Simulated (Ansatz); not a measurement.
**Run report: TaN, single-point calculation (part 2 of 2)**

Continued. System: TaN (P6₃mc, 4 atoms in the cell). Method: DFT LDA+U+J, spin-orbit coupling, plane waves, PAW, U = 7 eV, J = 0.9 eV on Ta atom 1 d; U = 7 eV, J = 0.9 eV on Ta atom 2 d (Ansatz 0.2.0); cutoff 420 eV, 7×7×4 k-mesh, Gaussian smearing of 0.05 eV. The structure derives from an entry of the Crystallography Open Database. It belongs to a series of runs on one base structure; here: natural orbitals of the symmetric run, filled by rank.

### The program's output, continued
```
WARN: hamiltonian.hubbard: on 2 of 2 specified blocks the occupation matrix of this SCF's result fails the test of the specified filling. At site 0 (sites count from 0 in the list of atoms of the cell that this SCF solves) the least filled combination of the orbitals specified full has occupation 0.459, and the fullest combination of the orbitals specified empty has occupation 0.470; the filling counts as kept where the first is at least 0.75 and exceeds the second by more than 0.25. The same holds at site 1. The state of this SCF's result may not hold the specified filling, though these bounds can also misjudge a state that does. This warning does not say which state is lower in energy, or whether the specified filling is a self-consistent state at all; see hamiltonian.hubbard.sites[].starting_ns, Limitations, and scf.initial_density.shell_occupations in the input reference
SCF 1 converged in 46 iterations: F = -20141.158794 eV  dr2 = 4.53e-11
  greatest PAW one-centre occupation: 1.000 electrons in one spin orbital (limit 2), on the Ta atom at site 1 (counted from 0), in its partial waves of l = 0
SCF converged after 46 iterations
Magnetization: |M| = 0.1941 μB,  M = (+0.0969, +0.1682, -0.0000) μB
Absolute magnetization: 0.2256 μB (∫|m|, with the PAW one-centre terms)
  site 0: m = (+0.0157, +0.0272, +0.0000) μB, |m| = 0.0314 μB  (R = 0.76 Å)
  site 1: m = (+0.0157, +0.0272, -0.0000) μB, |m| = 0.0314 μB  (R = 0.76 Å)
  site 2: m = (-0.0019, -0.0033, +0.0000) μB, |m| = 0.0038 μB  (R = 0.76 Å)
  site 3: m = (-0.0019, -0.0033, -0.0000) μB, |m| = 0.0038 μB  (R = 0.76 Å)
Free energy (F): -20141.158794 eV
Harris-Foulkes:  -20141.158794 eV  (|F-HF|=4.40e-10)
Internal energy: -20141.157332 eV  (E = F + TS)
E sigma→0 (E₀):  -20141.158063 eV
Entropy (-TS):   -0.001462 eV (-0.365 meV/atom)
Fermi energy:    22.846642 eV
--- Per-component energies (eV) ---
  E_band       = -59.946635
  E_kinetic    = 1043.250498
  E_local      = -1359.762384  (includes V_loc(G=0)·N_el)
  E_nonlocal   = 141.270564
  E_hartree    = 486.921746
  E_xc         = -564.477492
  E_vxc        = -575.513323  (∫ρ·V_xc dr)
  E_hubbard    = 14.314863  (on-site DFT+U / exact-exchange correction)
  E_vhub       = 4.281573  (the Hubbard potential's part of the band-sum identity)
  E_paw        = -16581.060958  (= ΣΔE_a)
  E_vpaw       = -287.317576  (= ΣTr[D̂ρ^β])
  E_aug_tail   = 0.000586  (compensation charges beyond the density's cutoff)
  E_ewald      = -3322.312910
  E_core_change = 0.698156  (= ΣΔE_core)
  E_smearing   = -0.001462  (= −TS)
  E_closure    = 0.000000  (closes the sum)
  Σ components = -20141.158794   (vs F -20141.158794, Δ=0.00e0)
--- DFT+U+J on-site energies (Liechtenstein; fll double counting; per corrected site; eV) ---
  site 0 (l=d): U=7.0000  J=0.9000  Tr N=3.9915  E_int=47.158533  E_dc=40.001101  E_U=7.157431
  site 1 (l=d): U=7.0000  J=0.9000  Tr N=3.9915  E_int=47.158533  E_dc=40.001101  E_U=7.157431
--- Hubbard shell moments (per corrected site; Tr N, ν in electrons; μ in μ_B) ---
  shell 0: Tr N=3.9915  μ_S=(+0.0510, +0.0885, +0.0000)  μ_L=(+0.0004, +0.0007, -0.0000)  μ=(+0.0514, +0.0893, -0.0000)  ν=0.0911 along (+0.027, -0.015, +1.000)
  shell 1: Tr N=3.9915  μ_S=(+0.0510, +0.0885, -0.0000)  μ_L=(+0.0004, +0.0007, +0.0000)  μ=(+0.0514, +0.0893, +0.0000)  ν=0.0911 along (+0.027, -0.015, -1.000)
--- Specified on-site occupations, and those of the state reported ---
  electrons in the specified blocks: 4.2000 specified, 7.9830 found
  site 1 (l=d): largest change of an orbital's occupation 0.5121; electrons 2.1000 specified, 3.9915 found; spectral distance 1.2530
  site 0 (l=d): largest change of an orbital's occupation 0.5121; electrons 2.1000 specified, 3.9915 found; spectral distance 1.2530
--- Forces (eV/Å), atoms counted from 1 ---
  atom   1  Ta    -0.00081585     0.00047217     2.23253531
  atom   2  Ta     0.00081585    -0.00047217     2.23253531
  atom   3  N     -0.00867960     0.00498734    -2.23253922
  atom   4  N      0.00867960    -0.00498734    -2.23253922
  max |Σ_I F_I| component: 7.81e-6 eV/Å
--- Stress (GPa, compression-positive) ---
      129.880072      -0.038464       0.000000
       -0.038443     129.835747       0.000000
        0.000000       0.000000     112.228011
  P = ⅓ Tr σ = 123.9813 GPa (1239.813 kbar)
--- Band table (eV; the first three rows and the last of 147) ---
  k-point 0: bands = ["-45.9655", "-45.9320", "-45.8573", "-45.8225", "-19.1951", "-19.1734", "-18.8482", "-18.8286", "-11.2822", "-11.2467", "-10.3440", "-10.3434", "-10.1135", "-10.1109", "-10.0843", "-10.0505", "3.4419", "3.4575", "5.1877", "5.2123", "13.6796", "13.6834", "13.8117", "13.8246", "14.1006", "14.1434", "14.5464", "14.5635", "14.7275", "14.7283", "15.1901", "15.2106", "22.1649", "22.1702", "22.1998", "22.2946", "22.5828", "22.6595", "24.4497", "24.5339", "25.4071", "25.5844", "26.0246", "26.0355"]
  k-point 1: bands = ["-45.9510", "-45.9175", "-45.8735", "-45.8389", "-19.1435", "-19.1221", "-18.8982", "-18.8782", "-11.1300", "-11.0942", "-10.3099", "-10.3093", "-10.2915", "-10.2551", "-10.1418", "-10.1416", "3.8246", "3.8398", "5.0792", "5.1011", "13.6756", "13.7159", "13.7895", "13.7927", "13.9549", "13.9732", "14.0766", "14.1073", "14.5221", "14.5233", "14.7572", "14.7735", "22.7152", "22.8496", "22.9628", "22.9923", "23.1493", "23.2174", "24.8433", "24.9512", "25.4224", "25.5594", "25.9202", "25.9227"]
  k-point 2: bands = ["-45.9130", "-45.9130", "-45.8790", "-45.8790", "-19.0200", "-19.0200", "-18.9993", "-18.9993", "-10.7343", "-10.7343", "-10.6981", "-10.6981", "-10.2266", "-10.2266", "-10.2260", "-10.2260", "4.5940", "4.5940", "4.6107", "4.6107", "13.4293", "13.4293", "13.4723", "13.4723", "14.1097", "14.1097", "14.1120", "14.1120", "14.2655", "14.2655", "14.2808", "14.2808", "24.0510", "24.0510", "24.2061", "24.2061", "24.3911", "24.3911", "24.4256", "24.4256", "24.6016", "24.6016", "24.6467", "24.6467"]
  k-point 146: bands = ["-45.8789", "-45.8789", "-45.8443", "-45.8443", "-19.1388", "-19.1388", "-19.0924", "-19.0924", "-11.0613", "-11.0613", "-10.8973", "-10.8973", "-10.4707", "-10.4707", "-10.4150", "-10.4150", "5.2779", "5.2779", "5.5832", "5.5832", "12.9699", "12.9699", "13.0494", "13.0494", "14.5660", "14.5660", "14.6931", "14.6931", "15.2620", "15.2620", "15.4048", "15.4048", "22.7110", "22.7110", "22.9580", "22.9580", "23.5576", "23.5576", "23.9833", "23.9833", "25.7623", "25.7623", "25.9967", "25.9967"]
Occupation matrices written to [file]
--- Löwdin populations: 4 sites ---
  site symbol       q [e]
     0     Ta     12.3326
     1     Ta     12.3326
     2      N      5.5518
     3      N      5.5518
  spilling = 0.006420 (of n_electrons = 36.000000)
--- Occupation matrices: 2 shells (run DFT+U table (all-electron-ortho-atomic); ε = 1.53e-3) ---
  Ta0 d_5D: site group C3v (3m)
  Ta0 d_5D spinor Tr n = 3.9915  λ = 0.291 0.300 0.330 0.343 0.424 0.434 0.457 0.465 0.473 0.473  [xz 0.49 (E 0.95) E1/2(0.58) | yz 0.51 (E 0.95) E3/2(0.72) | yz 0.50 (E 0.91) E3/2(0.58) | xz 0.40 (E 0.89) E1/2(0.72) | z2 0.79 (T2 0.98) E1/2(0.99) | z2 0.76 (T2 0.99) E1/2(0.99) | yz 0.24 (T2 0.96) E1/2(0.98) | xz 0.26 (T2 0.94) E1/2(0.85) | 2× x2-y2 0.40 (T2 0.92) E3/2(0.91)]
  specified occupation → Ta0 d_5D spinor: matrix, ‖Δ‖_F = 1.2727, Tr Δ = -1.8915, displaced = 1.9673, d_λ = 1.2530; orbital distance = 1.5534
  Ta1 d_5D: site group C3v (3m)
  Ta1 d_5D spinor Tr n = 3.9915  λ = 0.291 0.300 0.330 0.343 0.424 0.434 0.457 0.465 0.473 0.473  [xz 0.49 (E 0.95) E1/2(0.58) | yz 0.51 (E 0.95) E3/2(0.72) | yz 0.50 (E 0.91) E3/2(0.58) | xz 0.40 (E 0.89) E1/2(0.72) | z2 0.79 (T2 0.98) E1/2(0.99) | z2 0.76 (T2 0.99) E1/2(0.99) | yz 0.24 (T2 0.96) E1/2(0.98) | xz 0.26 (T2 0.94) E1/2(0.85) | 2× x2-y2 0.40 (T2 0.92) E3/2(0.91)]
  specified occupation → Ta1 d_5D spinor: matrix, ‖Δ‖_F = 1.2727, Tr Δ = -1.8915, displaced = 1.9673, d_λ = 1.2530; orbital distance = 1.5534
  Tr n, λ and their labels are of the run-group-symmetrised matrices; stabiliser: 4 of 24 elements of G0×{1,Θ} (closed), max defect 9.6e-5 at τ = 3.3e-4
```

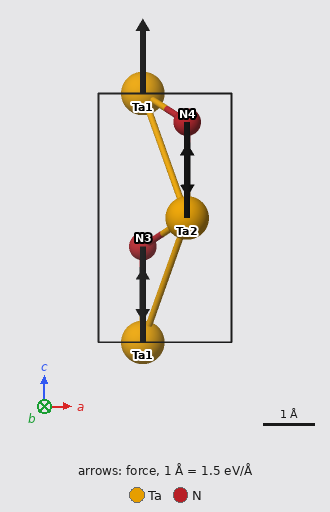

Fig. 1: Forces on the atoms as black arrows (ball-and-stick view of the cell of the calculation, along the b axis; atoms are numbered from 1 in the order of the input). The largest act on N3, N4 (2.23 eV/Å); Ta1, Ta2 (2.23 eV/Å). The geometry is not a stationary point of this energy.

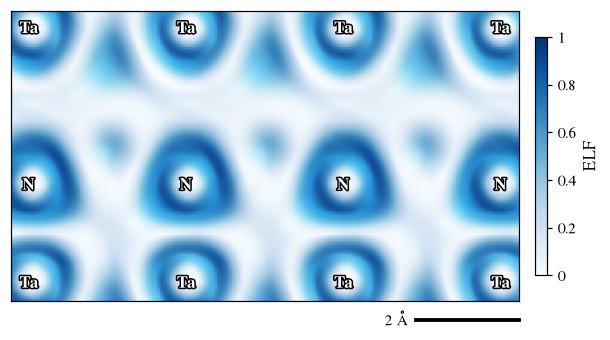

Fig. 2: Electron localisation function on the (010) plane of the calculation cell. The section cuts through Ta and N sites. Ta–Ta (3.05 Å): the ELF is about 0.45 at the midpoint (no shared electron pair). Ta–N (1.90 Å): the ELF peaks at about 0.80 in the valence shell of N, 0.6 Å from its nucleus, and drops to about 0.30 between the two atoms; no shared pair; the contact is polar. The strong features right at Ta lie inside the PAW spheres (semicore, d or f shells) and say nothing about bonding. Core electrons are frozen (PAW), so the fields are smoothed inside the atomic spheres.

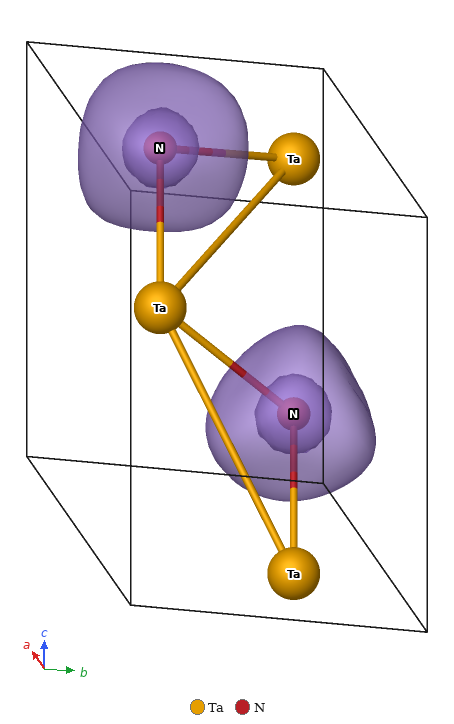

Fig. 3: Isosurface of the ELF at 0.6 (purple), seen at an oblique angle. Only the valence region is drawn (cores and ρ < 0.01 e/Å³ removed). Sticks mark near contacts. The outline is the calculation cell. Values along the shortest contacts: Ta–N (1.85 Å): the ELF peaks at about 0.80 in the valence shell of N, 0.6 Å from its nucleus, and drops to about 0.30 between the two atoms. Ta–Ta (3.03 Å): the ELF is about 0.40 at the midpoint; no localised pair between them.

This output came from the following input.

### Input file
```yaml
crystal:
  lattice:
    - [3.05000204, 0.0, 0.0]
    - [-1.52500102, 2.64137925, 0.0]
    - [0.0, 0.0, 4.94000153]
  atoms:
    - { symbol: Ta, position: [0.3333333333, 0.6666666667, 0.0], spin: 2.0, spin_axis: [0.707107, 0.707107, 0.0] }
    - { symbol: Ta, position: [0.6666666667, 0.3333333333, 0.5], spin: 2.0, spin_axis: [0.707107, 0.707107, 0.0] }
    - { symbol: "N", position: [0.3333333333, 0.6666666667, 0.385] }
    - { symbol: "N", position: [0.6666666667, 0.3333333333, 0.885] }
basis:
  ecutwfc: 420
  ecutrho_ratio: 4
kpoints:
  mp_grid: { grid: [7, 7, 4] }
hamiltonian:
  xc: lda
  hubbard:
    sites:
      - { site: 0, l: d, u: 7.0, j: 0.9, starting_ns: [{ occupation_matrix: s0 }] }
      - { site: 1, l: d, u: 7.0, j: 0.9, starting_ns: [{ occupation_matrix: s1 }] }
    occupation_matrices:
      s0:
        spinor_matrix:
          - [[0.04211, 0.0], [-0.02859, -0.03532], [0.00138, 0.03861], [-0.00089, -0.04186], [0.05881, 0.03531], [0.01564, -0.01564], [-0.04519, -0.00476], [0.02828, 0.02632], [-0.03022, -0.02897], [0.06655, -0.01662]]
          - [[-0.02859, 0.03532], [0.17186, 0.0], [-0.01069, -0.0016], [0.00301, -0.04623], [-0.2062, 0.04718], [0.00476, 0.04519], [0.10738, -0.10738], [-0.00869, 0.00642], [-0.03056, -0.03482], [-0.11244, 0.17917]]
          - [[0.00138, -0.03861], [-0.01069, 0.0016], [0.1714, 0.0], [-0.2097, -0.03908], [-0.00211, -0.04332], [-0.02632, -0.02828], [-0.00642, 0.00869], [0.10706, -0.10706], [-0.17592, 0.12064], [-0.03213, -0.02914]]
          - [[-0.00089, 0.04186], [0.00301, 0.04623], [-0.2097, 0.03908], [0.33876, 0.0], [0.01467, -0.01365], [0.02897, 0.03022], [0.03482, 0.03056], [-0.12064, 0.17592], [0.2254, -0.2254], [0.00072, -0.02003]]
          - [[0.05881, -0.03531], [-0.2062, -0.04718], [-0.00211, 0.04332], [0.01467, 0.01365], [0.32587, 0.0], [0.01662, -0.06655], [-0.17917, 0.11244], [0.02914, 0.03213], [0.02003, -0.00072], [0.21628, -0.21628]]
          - [[0.01564, 0.01564], [0.00476, -0.04519], [-0.02632, 0.02828], [0.02897, -0.03022], [0.01662, 0.06655], [0.04211, 0.0], [-0.02859, -0.03532], [0.00138, 0.03861], [-0.00089, -0.04186], [0.05881, 0.03531]]
          - [[-0.04519, 0.00476], [0.10738, 0.10738], [-0.00642, -0.00869], [0.03482, -0.03056], [-0.17917, -0.11244], [-0.02859, 0.03532], [0.17186, 0.0], [-0.01069, -0.0016], [0.00301, -0.04623], [-0.2062, 0.04718]]
          - [[0.02828, -0.02632], [-0.00869, -0.00642], [0.10706, 0.10706], [-0.12064, -0.17592], [0.02914, -0.03213], [0.00138, -0.03861], [-0.01069, 0.0016], [0.1714, 0.0], [-0.2097, -0.03908], [-0.00211, -0.04332]]
          - [[-0.03022, 0.02897], [-0.03056, 0.03482], [-0.17592, -0.12064], [0.2254, 0.2254], [0.02003, 0.00072], [-0.00089, 0.04186], [0.00301, 0.04623], [-0.2097, 0.03908], [0.33876, 0.0], [0.01467, -0.01365]]
          - [[0.06655, 0.01662], [-0.11244, -0.17917], [-0.03213, 0.02914], [0.00072, 0.02003], [0.21628, 0.21628], [0.05881, -0.03531], [-0.2062, -0.04718], [-0.00211, 0.04332], [0.01467, 0.01365], [0.32587, 0.0]]
      s1:
        spinor_matrix:
          - [[0.04211, 0.0], [0.02859, -0.03532], [-0.00138, 0.03861], [-0.00089, 0.04186], [0.05881, -0.03531], [0.01564, -0.01564], [-0.00476, -0.04519], [0.02632, 0.02828], [0.02897, 0.03022], [0.01662, -0.06655]]
          - [[0.02859, 0.03532], [0.17186, 0.0], [-0.01069, 0.0016], [-0.00301, -0.04623], [0.2062, 0.04718], [0.04519, 0.00476], [0.10738, -0.10738], [-0.00642, 0.00869], [-0.03482, -0.03056], [0.17917, -0.11244]]
          - [[-0.00138, -0.03861], [-0.01069, -0.0016], [0.1714, 0.0], [0.2097, -0.03908], [0.00211, -0.04332], [-0.02828, -0.02632], [-0.00869, 0.00642], [0.10706, -0.10706], [0.12064, -0.17592], [-0.02914, -0.03213]]
          - [[-0.00089, -0.04186], [-0.00301, 0.04623], [0.2097, 0.03908], [0.33876, 0.0], [0.01467, 0.01365], [-0.03022, -0.02897], [0.03056, 0.03482], [0.17592, -0.12064], [0.2254, -0.2254], [0.02003, -0.00072]]
          - [[0.05881, 0.03531], [0.2062, -0.04718], [0.00211, 0.04332], [0.01467, -0.01365], [0.32587, 0.0], [0.06655, -0.01662], [0.11244, -0.17917], [0.03213, 0.02914], [0.00072, -0.02003], [0.21628, -0.21628]]
          - [[0.01564, 0.01564], [0.04519, -0.00476], [-0.02828, 0.02632], [-0.03022, 0.02897], [0.06655, 0.01662], [0.04211, 0.0], [0.02859, -0.03532], [-0.00138, 0.03861], [-0.00089, 0.04186], [0.05881, -0.03531]]
          - [[-0.00476, 0.04519], [0.10738, 0.10738], [-0.00869, -0.00642], [0.03056, -0.03482], [0.11244, 0.17917], [0.02859, 0.03532], [0.17186, 0.0], [-0.01069, 0.0016], [-0.00301, -0.04623], [0.2062, 0.04718]]
          - [[0.02632, -0.02828], [-0.00642, -0.00869], [0.10706, 0.10706], [0.17592, 0.12064], [0.03213, -0.02914], [-0.00138, -0.03861], [-0.01069, -0.0016], [0.1714, 0.0], [0.2097, -0.03908], [0.00211, -0.04332]]
          - [[0.02897, -0.03022], [-0.03482, 0.03056], [0.12064, 0.17592], [0.2254, 0.2254], [0.00072, 0.02003], [-0.00089, -0.04186], [-0.00301, 0.04623], [0.2097, 0.03908], [0.33876, 0.0], [0.01467, 0.01365]]
          - [[0.01662, 0.06655], [0.17917, 0.11244], [-0.02914, 0.03213], [0.02003, 0.00072], [0.21628, 0.21628], [0.05881, 0.03531], [0.2062, -0.04718], [0.00211, 0.04332], [0.01467, -0.01365], [0.32587, 0.0]]
    ns_hold: { iters: 10 }
scf:
  occupations: { method: gaussian, width: 0.05 }
  lower_state_search: "off"
  max_iter: 150
output:
  forces: true
  stress: true
  eigenvalues: true
  populations: true
  hubbard: { sites: [{ site: 0, l: d }, { site: 1, l: d }] }
  write_density: true
  write_potential: true
  elf: true
  volumetric_format: npy
magnetization:
  noncollinear: true
  spin_orbit: true
```

Run as:
```bash
ansatz run input.yaml --threads 4 --pin off --max-ram 6144MiB --backend cpu --events-out ev --progress --plain --runs-dir out
```

### Results in brief

```tsv
quantity	value
outcome	converged
space group (tolerance 0.01 Å)	P6₃mc (186)
electrons treated	36
free energy	−20141.1588 eV
Fermi energy	22.847 eV
gap on the k-point mesh	none (metallic)
net moment of the cell	0.19 μB
integrated absolute moment	0.23 μB
pressure	123.98 GPa
largest force (length of the vector)	2.233 eV/Å
hardware	4 threads of Intel Xeon (Sapphire Rapids), 16 GiB of memory available, shared host
wall time	1.9 min (CPU time 7.5 min)
peak memory	1.1 GiB
```

### Notes

Warnings of the run: the typed occupations were not kept; the SCF threshold is looser than advised for the printed stress. The cell is under a pressure of 124 GPa at this level, so it is not at its equilibrium volume.
